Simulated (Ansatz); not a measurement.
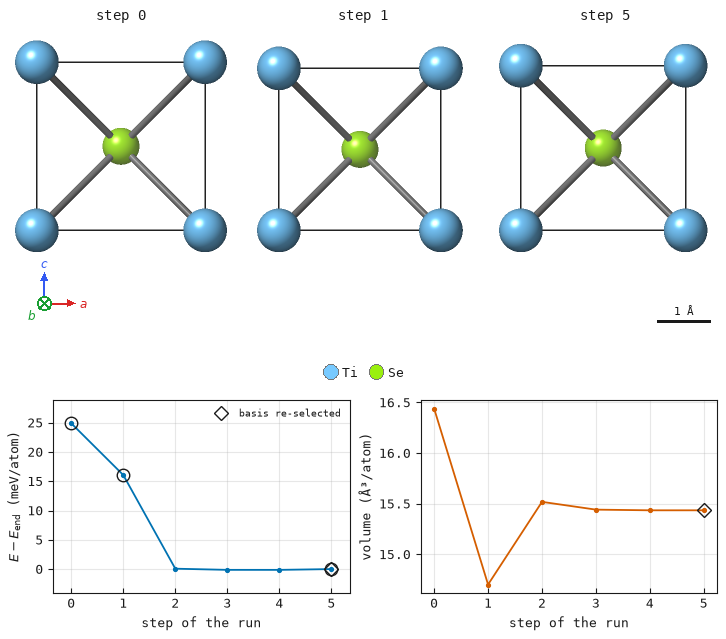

Frames of a relaxation of a crystal of TiSe (a generated structure, set up in Pm-3m), marked on the history of the run. A ball-and-stick model of the cell of the calculation, seen along the b axis.

The run lets cell and atoms move.

Theory: Ansatz, Kohn-Sham DFT of a periodic cell, PBEsol with D4, Ansatz PAW.

Input file:
```yaml
crystal:
  lattice:
    - [3.20359, 0.0, 0.0]
    - [0.0, 3.20359, 0.0]
    - [0.0, 0.0, 3.20359]
  atoms:
    - { symbol: Ti, position: [0.0, 0.0, 0.0] }
    - { symbol: Se, position: [0.5, 0.5, 0.5] }
hamiltonian:
  xc: pbesol
  pseudopotentials: { kind: paw }
  dispersion: d4
kpoints:
  mp_grid: { grid: [8, 8, 8] }
scf:
  occupations: { method: fermi_dirac, width: 0.05 }
output:
  forces: true
  stress: true
  eigenvalues: true
  write_density: true
  write_potential: true
  elf: true
  volumetric_format: npy
relax:
  f_tol: 0.01
  max_steps: 40
  cell: { stress_tol: 0.05 }
```

Run as
```bash
ansatz run input.yaml --threads 2 --pin off --max-ram 5632MiB --backend cpu --events-out ev --progress --plain --runs-dir out
```

**What happens along the run?**

The energy falls by 24.9 meV per atom in 4 accepted moves (5 points after the start). All forces vanish by symmetry, so only the cell relaxes. The pressure goes from −7.51 to 0.01 GPa. The SCF was repeated once at an unchanged geometry on a basis and grid sized afresh for the cell, which shifted the energy by 0.1 meV per atom at most. The atoms keep their places relative to the cell (all moves are under 0.005 Å). Cell: a = b = c 3.204 → 3.137 Å (−2.1 %). Volume −6.1 %. Among the contacts that change: Ti–Ti 3.204 → 3.137 Å, Se–Ti 2.774 → 2.717 Å. The space group stays Pm-3m (No. 221). Cost: 7.7 s on 2 threads of Intel(R) Xeon(R) Processor @ 2.70GHz (shared host), peak memory 0.37 GiB. From step 0 to 1: volume −10.6 %, energy −8.8 meV per atom. From step 1 to 5: volume +5.0 %, energy −16.1 meV per atom.

| step | E − E(0), meV/atom | pressure, GPa | volume, Å³/atom | note |
| --- | --- | --- | --- | --- |
| 0 | 0.00 | -7.51 | 16.439 |  |
| 1 | -8.84 | 7.44 | 14.702 |  |
| 2 | -24.83 | -0.73 | 15.518 |  |
| 3 | -25.03 | -0.06 | 15.442 |  |
| 4 | -25.03 | 0.00 | 15.435 |  |
| 5 | -24.90 | 0.01 | 15.435 | same geometry, new basis |
